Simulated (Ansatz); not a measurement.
# Si2N: one candidate of a structure search, part 2 of 3

Aim: relax a trial structure of Si2N and see where it ends.

Ansatz 0.2.0; DFT PBE, scalar-relativistic, plane waves, PAW.

### 4 Rough relaxation on the coarse mesh

Edit input.yaml of step 3 so:

```diff
@@ -8,3 +8,3 @@
     - { symbol: Si, position: [0.89691895, 0.10308105, 0.5] }
-    - { symbol: "N", position: [0.5, 0.5, 0.0], spin: 1.0 }
+    - { symbol: "N", position: [0.5, 0.5, 0.0] }
 basis:
@@ -22,4 +22,6 @@
   eigenvalues: true
-  populations: true
-magnetization:
-  spin_polarized: true
+relax:
+  adjacent_minimum: "off"
+  f_tol: 0.04
+  max_steps: 70
+  cell: { stress_tol: 0.4 }
```

Command:

```sh
> ansatz run input.yaml --threads 1 --pin off --max-ram 2560MiB --backend cpu --events-out ev --progress --plain --runs-dir out
```

Standard output:

```text
Warning: RAYON_NUM_THREADS=1 ignored (pool sized by the plan → 1); use --threads N
Engine: ansatz 0.2.0, aarch64-unknown-linux-gnu
Pseudopotentials: kind: paw
Pseudopotential: Si, paw, valence charge 4, recommended cutoff 420 eV (normal), Si.paw.azcp
Pseudopotential: N, paw, valence charge 5, recommended cutoff 420 eV (normal), N.paw.azcp
Functional definition: PBE
  parameter kappa = 0.804
  parameter beta = 0.06672455060314922
  exchange = pbe_x(kappa = kappa, mu = beta*pi^2/3)
  correlation = pbe_c(beta = beta)
Crystal: 3 atoms, lattice volume = 36.293 Å³
Basis set: ecut = 420 eV, 713 PW (Γ), exchange–correlation on 48×48×48 points (8 copies of the dense FFT grid, shifted against one another)
Bands: 11, of which v1, the nominal top of the filled ones, is band 7 counted from 1 (6 counted from 0)
Symmetry: 8 space group operations
Space group: Cmmm (ITA 65), of the structure as read, at distance tolerance 3.3e-5 Å
k-points: 52 of 216
Non-local potential: Si, projectors of the file, l = 0: 2, l = 1: 2, l = 2: 2
Non-local potential: N, projectors of the file, l = 0: 2, l = 1: 2, l = 2: 1
PAW form: soft (Blöchl's): semilocal exchange-correlation on the pseudo side does not see the compensation charge
PAW one-centre angular grid: Si, 110 points (default); XC on 64 Gauss nodes
PAW one-centre angular grid: N, 110 points (default); XC on 64 Gauss nodes
Initial density: superposition of atomic densities (neutral atoms: chi_scale 0, normalization atom), corrected by the library's trained network
Initial wavefunctions: pseudopotential atomic-orbital guess
Functional: x = pbe(κ = 0.804, μ = 0.2195149727645171), c = pbe(β = 0.06672455060314922)
SCF iter   1: F=—  HF=-1742.341886 eV  |F-HF|=—  |Δ(HF+E_count)|=         —  Δρ=8.93e-1  dr2=4.27e2  ethr=1.77e-3  ⟨swp⟩=11.6  Hψ=7143  notcnv=0
preconditioner: auto → LDOS  [metal: Δε(μ)=0.053 eV  Ē_g=13.856 eV  σ=0.100 eV  W_gap=0.29  n_scr=6 (ndim 8)  ℏωp=22.2 eV  f_vac=0.205  D(μ)=1.14/eV (n_scr^D=8)  β→1.0]
SCF iter   2: F=—  HF=-1643.418882 eV  |F-HF|=—  |Δ(HF+E_count)|=    9.89e1  Δρ=6.84e-1  dr2=1.49e2  ethr=1.77e-3  ⟨swp⟩=7.8  Hψ=4145  notcnv=0  defer=25
SCF iter   3: F=—  HF=-1611.726467 eV  |F-HF|=—  |Δ(HF+E_count)|=    3.17e1  Δρ=2.42e-1  dr2=2.00e1  ethr=1.77e-3  ⟨swp⟩=7.6  Hψ=3108  notcnv=0  defer=27
SCF iter   4: F=—  HF=-1609.572221 eV  |F-HF|=—  |Δ(HF+E_count)|=    2.15e0  Δρ=6.22e-2  dr2=6.75e-1  ethr=1.77e-3  ⟨swp⟩=5.0  Hψ=2051  notcnv=0  defer=17
SCF iter   5: F=—  HF=-1609.669265 eV  |F-HF|=—  |Δ(HF+E_count)|=   9.70e-2  Δρ=1.12e-2  dr2=1.69e-2  ethr=1.77e-3  ⟨swp⟩=2.8  Hψ=1562  notcnv=0  defer=18
SCF iter   6: F=—  HF=-1609.677001 eV  |F-HF|=—  |Δ(HF+E_count)|=   7.74e-3  Δρ=3.05e-3  dr2=1.76e-3  ethr=1.30e-4  ⟨swp⟩=2.3  Hψ=859  notcnv=0  defer=18
SCF iter   7: F=—  HF=-1609.677553 eV  |F-HF|=—  |Δ(HF+E_count)|=   5.52e-4  Δρ=5.78e-4  dr2=1.03e-4  ethr=1.36e-5  ⟨swp⟩=2.1  Hψ=895  notcnv=0  defer=18
SCF iter   8: F=—  HF=-1609.677562 eV  |F-HF|=—  |Δ(HF+E_count)|=   8.76e-6  Δρ=1.40e-4  dr2=4.02e-6  ethr=7.95e-7  ⟨swp⟩=2.1  Hψ=815  notcnv=0  defer=18
SCF iter   9: F=—  HF=-1609.677526 eV  |F-HF|=—  |Δ(HF+E_count)|=   3.63e-5  Δρ=2.04e-5  dr2=5.93e-8  ethr=7.69e-10  ⟨swp⟩=8.8  Hψ=5322  notcnv=0
SCF iter  10: F=-1609.677526 eV  HF=-1609.677526 eV  |F-HF|=1.14e-9  |Δ(HF+E_count)|=  6.78e-10  Δρ=3.72e-6  dr2=3.77e-9  ethr=4.56e-10  ⟨swp⟩=2.2  Hψ=2029  notcnv=0
SCF 1 converged in 10 iterations: F = -1609.677526 eV  dr2 = 3.77e-9
relax step   1: F+E_penalty+E_count = -1609.67752568 eV  Δ(F+E_penalty+E_count) = +0.000e0 eV  max|allowed force component| = 1.286e2 eV/Å  Δτ_max = 0.0000 Å  P = +207.740 GPa  Ω = 36.293 Å³  (10 SCF iters, dr2 threshold 1.00e-7 eV, accepted)
Crystal: 3 atoms, lattice volume = 37.558 Å³
Basis set: ecut = 420 eV, 725 PW (Γ), exchange–correlation on 48×48×48 points (8 copies of the dense FFT grid, shifted against one another)
Initial density: handed on by an earlier stage of this run
Initial wavefunctions: those handed on with the density
SCF iter   1: F=—  HF=-1642.424436 eV  |F-HF|=—  |Δ(HF+E_count)|=         —  Δρ=7.27e-2  dr2=2.20e0  ethr=3.10e-3  ⟨swp⟩=6.0  Hψ=4077  notcnv=0
preconditioner: auto → none  [metal: Δε(μ)=0.038 eV  Ē_g=9.735 eV  σ=0.100 eV  W_gap=0.21  n_scr=8 (ndim 8)  ℏωp=21.8 eV  f_vac=0.000  D(μ)=1.24/eV (n_scr^D=8)]
SCF iter   2: F=—  HF=-1642.024966 eV  |F-HF|=—  |Δ(HF+E_count)|=   3.99e-1  Δρ=3.08e-2  dr2=3.35e-1  ethr=3.10e-3  ⟨swp⟩=3.0  Hψ=1432  notcnv=0  defer=18
SCF iter   3: F=—  HF=-1641.989160 eV  |F-HF|=—  |Δ(HF+E_count)|=   3.58e-2  Δρ=7.37e-3  dr2=2.35e-2  ethr=2.58e-3  ⟨swp⟩=1.6  Hψ=628  notcnv=0  defer=18
SCF iter   4: F=—  HF=-1641.987650 eV  |F-HF|=—  |Δ(HF+E_count)|=   1.51e-3  Δρ=8.97e-4  dr2=1.79e-4  ethr=1.81e-4  ⟨swp⟩=1.2  Hψ=656  notcnv=0  defer=18
SCF iter   5: F=—  HF=-1641.987949 eV  |F-HF|=—  |Δ(HF+E_count)|=   2.99e-4  Δρ=1.87e-4  dr2=4.58e-6  ethr=1.37e-6  ⟨swp⟩=2.3  Hψ=928  notcnv=0  defer=18
SCF iter   6: F=-1641.987960 eV  HF=-1641.987960 eV  |F-HF|=2.33e-7  |Δ(HF+E_count)|=   1.04e-5  Δρ=3.07e-5  dr2=1.78e-7  ethr=2.31e-9  ⟨swp⟩=8.1  Hψ=3356  notcnv=0
SCF 2 converged in 6 iterations: F = -1641.987960 eV  dr2 = 1.78e-7
relax step   2: F+E_penalty+E_count = -1641.98795976 eV  Δ(F+E_penalty+E_count) = -3.231e1 eV  max|allowed force component| = 3.952e1 eV/Å  Δτ_max = 0.1723 Å  P = +75.856 GPa  Ω = 37.558 Å³  energy of the carried Pulay correction = -2.087e-3 eV  (6 SCF iters, dr2 threshold 3.00e-7 eV, accepted)
Crystal: 3 atoms, lattice volume = 38.440 Å³
Basis set: ecut = 420 eV, 753 PW (Γ), exchange–correlation on 48×48×48 points (8 copies of the dense FFT grid, shifted against one another)
SCF iter   1: F=—  HF=-1647.949144 eV  |F-HF|=—  |Δ(HF+E_count)|=         —  Δρ=2.68e-2  dr2=4.04e-1  ethr=3.10e-3  ⟨swp⟩=5.7  Hψ=3649  notcnv=0
preconditioner: auto → none  [metal: Δε(μ)=0.062 eV  Ē_g=9.665 eV  σ=0.100 eV  W_gap=0.31  n_scr=8 (ndim 8)  ℏωp=21.6 eV  f_vac=0.000  D(μ)=2.32/eV (n_scr^D=22)]
SCF iter   2: F=—  HF=-1647.838149 eV  |F-HF|=—  |Δ(HF+E_count)|=   1.11e-1  Δρ=8.26e-3  dr2=3.25e-2  ethr=3.10e-3  ⟨swp⟩=2.0  Hψ=1103  notcnv=0  defer=18
SCF iter   3: F=—  HF=-1647.832625 eV  |F-HF|=—  |Δ(HF+E_count)|=   5.52e-3  Δρ=2.99e-3  dr2=4.54e-3  ethr=2.50e-4  ⟨swp⟩=1.0  Hψ=554  notcnv=0  defer=19
SCF iter   4: F=—  HF=-1647.832047 eV  |F-HF|=—  |Δ(HF+E_count)|=   5.78e-4  Δρ=3.23e-4  dr2=1.76e-5  ethr=3.49e-5  ⟨swp⟩=2.0  Hψ=784  notcnv=0  defer=19
SCF iter   5: F=—  HF=-1647.832135 eV  |F-HF|=—  |Δ(HF+E_count)|=   8.77e-5  Δρ=5.21e-5  dr2=5.54e-7  ethr=1.35e-7  ⟨swp⟩=2.5  Hψ=888  notcnv=0  defer=19
SCF iter   6: F=-1647.832135 eV  HF=-1647.832135 eV  |F-HF|=1.11e-8  |Δ(HF+E_count)|=   6.33e-7  Δρ=7.48e-6  dr2=1.21e-8  ethr=2.31e-9  ⟨swp⟩=6.6  Hψ=2941  notcnv=0
SCF 3 converged in 6 iterations: F = -1647.832135 eV  dr2 = 1.21e-8
relax step   3: F+E_penalty+E_count = -1647.83213523 eV  Δ(F+E_penalty+E_count) = -5.844e0 eV  max|allowed force component| = 1.766e1 eV/Å  Δτ_max = 0.0662 Å  P = +34.748 GPa  Ω = 38.440 Å³  energy of the carried Pulay correction = -3.500e-3 eV  (6 SCF iters, dr2 threshold 3.00e-7 eV, accepted)
[... from here on, the SCF cycles and remarks between the steps are left out ...]
relax step   4: F+E_penalty+E_count = -1650.14500050 eV  Δ(F+E_penalty+E_count) = -2.313e0 eV  max|allowed force component| = 6.982e0 eV/Å  Δτ_max = 0.0570 Å  P = +15.807 GPa  Ω = 38.398 Å³  energy of the carried Pulay correction = -3.434e-3 eV  (6 SCF iters, dr2 threshold 3.00e-7 eV, accepted)
relax step   5: F+E_penalty+E_count = -1650.78206104 eV  Δ(F+E_penalty+E_count) = -6.371e-1 eV  max|allowed force component| = 2.249e0 eV/Å  Δτ_max = 0.0407 Å  P = +9.239 GPa  Ω = 37.990 Å³  energy of the carried Pulay correction = -2.783e-3 eV  (6 SCF iters, dr2 threshold 3.00e-7 eV, accepted)
relax step   6: F+E_penalty+E_count = -1650.90930787 eV  Δ(F+E_penalty+E_count) = -1.272e-1 eV  max|allowed force component| = 7.822e-1 eV/Å  Δτ_max = 0.0217 Å  P = +5.597 GPa  Ω = 38.261 Å³  energy of the carried Pulay correction = -3.216e-3 eV  (6 SCF iters, dr2 threshold 3.00e-7 eV, accepted)
relax step   7: F+E_penalty+E_count = -1650.99321049 eV  Δ(F+E_penalty+E_count) = -8.390e-2 eV  max|allowed force component| = 5.823e-1 eV/Å  Δτ_max = 0.0238 Å  P = +2.631 GPa  Ω = 38.752 Å³  energy of the carried Pulay correction = -3.992e-3 eV  (6 SCF iters, dr2 threshold 3.00e-7 eV, accepted)
relax step   8: F+E_penalty+E_count = -1651.24979111 eV  Δ(F+E_penalty+E_count) = -2.566e-1 eV  max|allowed force component| = 1.048e0 eV/Å  Δτ_max = 0.0409 Å  P = +0.787 GPa  Ω = 38.959 Å³  energy of the carried Pulay correction = -4.316e-3 eV  (6 SCF iters, dr2 threshold 3.00e-7 eV, accepted)
relax step   9: F+E_penalty+E_count = -1651.79734489 eV  Δ(F+E_penalty+E_count) = -5.476e-1 eV  max|allowed force component| = 1.815e0 eV/Å  Δτ_max = 0.0655 Å  P = -3.076 GPa  Ω = 39.627 Å³  energy of the carried Pulay correction = -5.351e-3 eV  (6 SCF iters, dr2 threshold 3.00e-7 eV, accepted)
relax step  10: F+E_penalty+E_count = -1652.16117873 eV  Δ(F+E_penalty+E_count) = -3.638e-1 eV  max|allowed force component| = 2.113e0 eV/Å  Δτ_max = 0.0371 Å  P = -4.985 GPa  Ω = 39.559 Å³  energy of the carried Pulay correction = -5.246e-3 eV  (6 SCF iters, dr2 threshold 3.00e-7 eV, accepted)
relax step  11: F+E_penalty+E_count = -1653.19000749 eV  Δ(F+E_penalty+E_count) = -1.029e0 eV  max|allowed force component| = 2.563e0 eV/Å  Δτ_max = 0.0902 Å  P = -7.943 GPa  Ω = 38.727 Å³  energy of the carried Pulay correction = -3.953e-3 eV  (6 SCF iters, dr2 threshold 3.00e-7 eV, accepted)
relax step  12: F+E_penalty+E_count = -1653.58702557 eV  Δ(F+E_penalty+E_count) = -3.970e-1 eV  max|allowed force component| = 2.557e0 eV/Å  Δτ_max = 0.0369 Å  P = -7.345 GPa  Ω = 38.077 Å³  energy of the carried Pulay correction = -2.922e-3 eV  (6 SCF iters, dr2 threshold 3.00e-7 eV, accepted)
relax step  13: F+E_penalty+E_count = -1654.30951049 eV  Δ(F+E_penalty+E_count) = -7.225e-1 eV  max|allowed force component| = 1.539e0 eV/Å  Δτ_max = 0.1140 Å  P = -8.371 GPa  Ω = 38.363 Å³  energy of the carried Pulay correction = -3.378e-3 eV  (6 SCF iters, dr2 threshold 3.00e-7 eV, accepted)
relax step  14: F+E_penalty+E_count = -1654.64955893 eV  Δ(F+E_penalty+E_count) = -3.400e-1 eV  max|allowed force component| = 4.174e-1 eV/Å  Δτ_max = 0.1437 Å  P = -0.283 GPa  Ω = 37.899 Å³  energy of the carried Pulay correction = -2.636e-3 eV  (6 SCF iters, dr2 threshold 3.00e-7 eV, accepted)
relax step  15: F+E_penalty+E_count = -1654.73833866 eV  Δ(F+E_penalty+E_count) = -8.878e-2 eV  max|allowed force component| = 6.135e-1 eV/Å  Δτ_max = 0.0898 Å  P = +5.714 GPa  Ω = 38.284 Å³  energy of the carried Pulay correction = -3.252e-3 eV  (6 SCF iters, dr2 threshold 3.00e-7 eV, accepted)
relax step  16: F+E_penalty+E_count = -1654.85593893 eV  Δ(F+E_penalty+E_count) = -1.176e-1 eV  max|allowed force component| = 3.822e-1 eV/Å  Δτ_max = 0.0106 Å  P = +1.462 GPa  Ω = 39.491 Å³  energy of the carried Pulay correction = -5.141e-3 eV  (6 SCF iters, dr2 threshold 3.00e-7 eV, accepted)
relax step  17: F+E_penalty+E_count = -1654.95921387 eV  Δ(F+E_penalty+E_count) = -1.033e-1 eV  max|allowed force component| = 1.312e-1 eV/Å  Δτ_max = 0.0581 Å  P = +1.987 GPa  Ω = 40.386 Å³  energy of the carried Pulay correction = -6.503e-3 eV  (6 SCF iters, dr2 threshold 3.00e-7 eV, accepted)
relax step  18: F+E_penalty+E_count = -1655.03193524 eV  Δ(F+E_penalty+E_count) = -7.272e-2 eV  max|allowed force component| = 2.688e-1 eV/Å  Δτ_max = 0.0406 Å  P = +0.302 GPa  Ω = 41.201 Å³  energy of the carried Pulay correction = -7.717e-3 eV  (6 SCF iters, dr2 threshold 3.00e-7 eV, accepted)
relax step  19: F+E_penalty+E_count = -1655.06649829 eV  Δ(F+E_penalty+E_count) = -3.456e-2 eV  max|allowed force component| = 3.718e-1 eV/Å  Δτ_max = 0.0187 Å  P = -0.264 GPa  Ω = 41.103 Å³  energy of the carried Pulay correction = -7.572e-3 eV  (6 SCF iters, dr2 threshold 3.00e-7 eV, accepted)
relax step  20: F+E_penalty+E_count = -1655.08626140 eV  Δ(F+E_penalty+E_count) = -1.976e-2 eV  max|allowed force component| = 1.033e-1 eV/Å  Δτ_max = 0.0228 Å  P = -0.231 GPa  Ω = 41.097 Å³  energy of the carried Pulay correction = -7.564e-3 eV  (6 SCF iters, dr2 threshold 3.00e-7 eV, accepted)
relax step  21: F+E_penalty+E_count = -1655.08159489 eV  Δ(F+E_penalty+E_count) = +4.667e-3 eV  max|allowed force component| = 2.394e-1 eV/Å  Δτ_max = 0.0201 Å  P = -0.240 GPa  Ω = 40.765 Å³  energy of the carried Pulay correction = -7.071e-3 eV  (6 SCF iters, dr2 threshold 3.00e-7 eV, rejected (line search))
relax step  22: F+E_penalty+E_count = -1655.09096107 eV  Δ(F+E_penalty+E_count) = -4.700e-3 eV  max|allowed force component| = 6.033e-2 eV/Å  Δτ_max = 0.0016 Å  P = -0.006 GPa  Ω = 40.846 Å³  energy of the carried Pulay correction = -7.192e-3 eV  (6 SCF iters, accepted)
relax step  23: F+E_penalty+E_count = -1655.09163542 eV  Δ(F+E_penalty+E_count) = -6.744e-4 eV  max|allowed force component| = 8.314e-3 eV/Å  Δτ_max = 0.0058 Å  P = -0.191 GPa  Ω = 40.881 Å³  energy of the carried Pulay correction = -7.243e-3 eV  (6 SCF iters, dr2 threshold 3.00e-7 eV, accepted)
relax step  24: F+E_penalty+E_count = -1655.09183368 eV  Δ(F+E_penalty+E_count) = -1.983e-4 eV  max|allowed force component| = 7.436e-3 eV/Å  Δτ_max = 0.0011 Å  P = +0.119 GPa  Ω = 40.802 Å³  energy of the carried Pulay correction = -7.126e-3 eV  (6 SCF iters, dr2 threshold 3.00e-7 eV, accepted)
relax step  25: F+E_penalty+E_count = -1655.26567458 eV  Δ(F+E_penalty+E_count) = -1.738e-1 eV  max|allowed force component| = 4.704e-2 eV/Å  Δτ_max = 0.0000 Å  P = +3.293 GPa  Ω = 40.802 Å³  stress off target by 6.96e0 GPa  SCF on the basis re-selected at this cell (its energy is not comparable with the rows above)  (6 SCF iters)
relax step  26: F+E_penalty+E_count = -1655.29080068 eV  Δ(F+E_penalty+E_count) = -2.513e-2 eV  max|allowed force component| = 1.615e-2 eV/Å  Δτ_max = 0.0142 Å  P = +0.678 GPa  Ω = 41.691 Å³  energy of the carried Pulay correction = -1.361e-3 eV  (6 SCF iters, dr2 threshold 3.00e-7 eV, accepted)
relax step  27: F+E_penalty+E_count = -1655.29148912 eV  Δ(F+E_penalty+E_count) = -6.884e-4 eV  max|allowed force component| = 1.572e-3 eV/Å  Δτ_max = 0.0034 Å  P = -0.059 GPa  Ω = 41.968 Å³  energy of the carried Pulay correction = -1.840e-3 eV  (6 SCF iters, dr2 threshold 3.00e-7 eV, accepted)
iter 1 solved again at ethr=2.99e-7 eV; its pass at ethr=3.10e-3 eV (dr2=3.89e-5 eV) is discarded
SCF iter   1: F=—  HF=-1655.293696 eV  |F-HF|=—  |Δ(HF+E_count)|=         —  Δρ=1.62e-4  dr2=1.41e-6  ethr=2.99e-7  ⟨swp⟩=3.0  Hψ=5801  notcnv=0
preconditioner: auto → none  [insulator: Δε(μ)=0.128 eV  Ē_g=11.948 eV  σ=0.100 eV  W_gap=0.62  n_scr=6 (ndim 8)  ℏωp=20.7 eV  f_vac=0.000  D(μ)=0.39/eV (n_scr^D=0)  ε∞_Penn≈4.0]
SCF iter   2: F=—  HF=-1655.293685 eV  |F-HF|=—  |Δ(HF+E_count)|=   1.10e-5  Δρ=7.91e-5  dr2=2.56e-7  ethr=1.09e-8  ⟨swp⟩=2.6  Hψ=912  notcnv=0
SCF iter   3: F=—  HF=-1655.293687 eV  |F-HF|=—  |Δ(HF+E_count)|=   1.67e-6  Δρ=9.89e-6  dr2=4.50e-9  ethr=1.97e-9  ⟨swp⟩=2.1  Hψ=890  notcnv=0
iter 4 did not close the SCF: its close was put off for the readings that it lacked (scf_convergence_deferred on its scf_iter line)
SCF iter   4: F=-1655.293687 eV  HF=-1655.293687 eV  |F-HF|=8.50e-11  |Δ(HF+E_count)|=   2.75e-8  Δρ=7.40e-7  dr2=5.94e-11  ethr=3.46e-11  ⟨swp⟩=2.0  Hψ=911  notcnv=0
iter 5 did not close the SCF: its close was put off for the readings that it lacked (scf_convergence_deferred on its scf_iter line)
SCF iter   5: F=-1655.293687 eV  HF=-1655.293687 eV  |F-HF|=4.55e-13  |Δ(HF+E_count)|=  8.91e-11  Δρ=7.61e-8  dr2=9.36e-13  ethr=1.00e-12  ⟨swp⟩=2.1  Hψ=891  notcnv=0
SCF iter   6: F=-1655.293687 eV  HF=-1655.293687 eV  |F-HF|=2.27e-13  |Δ(HF+E_count)|=  9.09e-13  Δρ=7.68e-9  dr2=1.44e-14  ethr=1.00e-12  ⟨swp⟩=1.2  Hψ=1441  notcnv=0
SCF 28 converged in 6 iterations: F = -1655.293687 eV  dr2 = 1.44e-14
relax step  28: F+E_penalty+E_count = -1655.29368677 eV  Δ(F+E_penalty+E_count) = -2.198e-3 eV  max|allowed force component| = 1.532e-3 eV/Å  Δτ_max = 0.0000 Å  P = -0.038 GPa  Ω = 41.968 Å³  stress off target by 1.36e-1 GPa  SCF on the basis re-selected at this cell (its energy is not comparable with the rows above)  (6 SCF iters)
basis re-selected at this cell: Δ(F+E_penalty+E_count) = -2.198e-3 eV, ΔP = +0.021 GPa vs the last step (what re-selecting the basis moved, of the pressure what is left beyond the Pulay correction that the steps carried, after the strain that the cell walked since its last selection, with what the two solves' SCF thresholds leave and, on support functions, any second-order correction that the steps lacked; it is no measure of the basis error at this ecutwfc). This SCF's stress stands 1.36e-1 GPa from its target on what of the cell is left free (relax.cell.stress_tol is 4.00e-1 GPa) and its largest allowed force component is 1.53e-3 eV/Å (relax.f_tol is 4.00e-2 eV/Å): within both
SCF converged after 6 iterations
Free energy (F): -1655.293687 eV
Harris-Foulkes:  -1655.293687 eV  (|F-HF|=2.27e-13)
Internal energy: -1655.291745 eV  (E = F + TS)
E sigma→0 (E₀):  -1655.292716 eV
Entropy (-TS):   -0.001942 eV (-0.647 meV/atom)
Fermi energy:    8.716898 eV
--- Per-component energies (eV) ---
  E_band       = 10.196596
  E_kinetic    = 217.931518
  E_local      = -363.380411  (includes V_loc(G=0)·N_el)
  E_nonlocal   = 95.122895
  E_hartree    = 128.304437
  E_xc         = -172.189647
  E_vxc        = -172.287564  (∫ρ·V_xc dr)
  E_paw        = -1152.445637  (= ΣΔE_a)
  E_vpaw       = -23.798828  (= ΣTr[D̂ρ^β])
  E_aug_tail   = 0.000114  (compensation charges beyond the density's cutoff)
  E_ewald      = -408.635013
  E_smearing   = -0.001942  (= −TS)
  E_closure    = 0.000000  (closes the sum)
  Σ components = -1655.293687   (vs F -1655.293687, Δ=0.00e0)
--- Forces (eV/Å), atoms counted from 1 ---
  atom   1  Si     0.00000000    -0.00153208     0.00000000
  atom   2  Si     0.00000000     0.00153208     0.00000000
  atom   3  N      0.00000000     0.00000000     0.00000000
  max |Σ_I F_I| component: 2.17e-19 eV/Å
--- Stress (GPa, compression-positive) ---
       -0.072374       0.000000       0.000000
        0.000000      -0.135769       0.000000
        0.000000       0.000000       0.094187
  P = ⅓ Tr σ = -0.0380 GPa (-0.380 kbar)
--- Band table (eV; the first three rows and the last of 52) ---
  k-point 0: bands = ["-10.4403", "-1.0648", "-0.4659", "3.3087", "4.2069", "4.4132", "7.6340", "12.0390", "14.1122", "15.4107", "16.4936"]
  k-point 1: bands = ["-10.0037", "-0.6661", "-0.1920", "2.4949", "3.7199", "4.6948", "8.1510", "12.0029", "13.5357", "14.0462", "15.5080"]
  k-point 2: bands = ["-8.8277", "-1.6572", "0.3231", "2.1284", "4.7727", "6.0416", "8.3166", "9.5492", "10.5061", "13.2064", "14.2548"]
  k-point 51: bands = ["-7.6803", "-2.5005", "-0.3780", "1.2616", "4.9923", "6.3042", "9.2788", "10.2100", "10.6761", "14.5717", "15.1282"]
--- Relaxed structure (26 steps of the walk, 25 accepted, 2 SCFs on fresh bases) ---
  F+E_penalty+E_count = -1655.29368677 eV   max|allowed force component| = 1.532e-3 eV/Å   (the final SCF, on the basis selected at the relaxed cell)
  cell:  # Å, volume = 41.9678 Å³
    - [2.179306162199971, -3.6646867546577266, 0.0]
    - [2.179306162199971, 3.6646867546577266, 0.0]
    - [0.0, 0.0, 2.6274314762633546]
  atoms:
    - { symbol: Si, position: [0.3187933502055513, 0.6812066497944487, 0.49999999999999994] }
    - { symbol: Si, position: [0.6812066497944487, 0.3187933502055513, 0.49999999999999994] }
    - { symbol: N, position: [0.5, 0.5, 0.0] }
```

Wall time 48 s (1 thread of Arm Neoverse V1, shared host); peak memory 0.31 GiB.

Relaxation path:

| step | E - E(step 1) (eV/cell) | largest force component (eV/Å) | pressure (GPa) | volume (Å³) |
| --- | --- | --- | --- | --- |
| 1 | 0.0000 | 128.6453 | 207.74 | 36.29 |
| 2 | -32.3104 | 39.5229 | 75.86 | 37.56 |
| 3 | -38.1546 | 17.6606 | 34.75 | 38.44 |
| 4 | -40.4675 | 6.9824 | 15.81 | 38.40 |
| 5 | -41.1045 | 2.2492 | 9.24 | 37.99 |
| 6 | -41.2318 | 0.7822 | 5.60 | 38.26 |
| 7 | -41.3157 | 0.5823 | 2.63 | 38.75 |
| 8 | -41.5723 | 1.0482 | 0.79 | 38.96 |
| 9 | -42.1198 | 1.8154 | -3.08 | 39.63 |
| 10 | -42.4837 | 2.1127 | -4.98 | 39.56 |
| 11 | -43.5125 | 2.5630 | -7.94 | 38.73 |
| 12 | -43.9095 | 2.5571 | -7.34 | 38.08 |
| 13 | -44.6320 | 1.5394 | -8.37 | 38.36 |
| 14 | -44.9720 | 0.4174 | -0.28 | 37.90 |
| 15 | -45.0608 | 0.6135 | 5.71 | 38.28 |
| 16 | -45.1784 | 0.3822 | 1.46 | 39.49 |
| 17 | -45.2817 | 0.1312 | 1.99 | 40.39 |
| 18 | -45.3544 | 0.2688 | 0.30 | 41.20 |
| 19 | -45.3890 | 0.3718 | -0.26 | 41.10 |
| 20 | -45.4087 | 0.1033 | -0.23 | 41.10 |
| 21 | -45.4041 | 0.2394 | -0.24 | 40.77 |
| 22 | -45.4134 | 0.0603 | -0.01 | 40.85 |
| 23 | -45.4141 | 0.0083 | -0.19 | 40.88 |
| 24 | -45.4143 | 0.0074 | 0.12 | 40.80 |
| 25 | -45.5881 | 0.0470 | 3.29 | 40.80 |
| 26 | -45.6133 | 0.0161 | 0.68 | 41.69 |
| 27 | -45.6140 | 0.0016 | -0.06 | 41.97 |
| 28 | -45.6162 | 0.0015 | -0.04 | 41.97 |

Step 1 is the start. Steps 25, 28 each repeat the geometry before them on a plane-wave basis chosen anew, so the energy can jump there without any move. Step 21 was tried and not accepted.

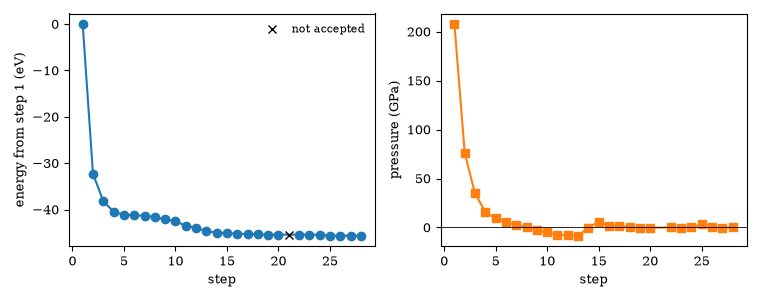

Energy and pressure along the relaxation.

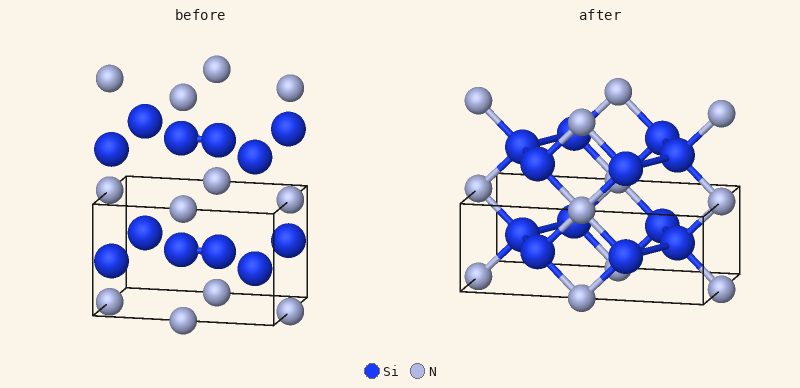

Before and after, at one scale.

Lengths and angles in the start's conventional setting:

|  | before | after | change |
| --- | --- | --- | --- |
| a (Å) | 3.993 | 4.359 | +9.2 % |
| b (Å) | 5.446 | 7.329 | +34.6 % |
| c (Å) | 3.338 | 2.627 | -21.3 % |
| volume (Å³/atom) | 12.10 | 13.99 | +15.6 % |
| shortest distance (Å) | 1.123 | 1.868 | +66.4 % |
| space group (0.01 Å) | Cmmm | Cmmm | same |

Forces and stress were held to the start's 8 operations: a distortion of lower symmetry was not tested.

(Part 2 of 3 ends here.)
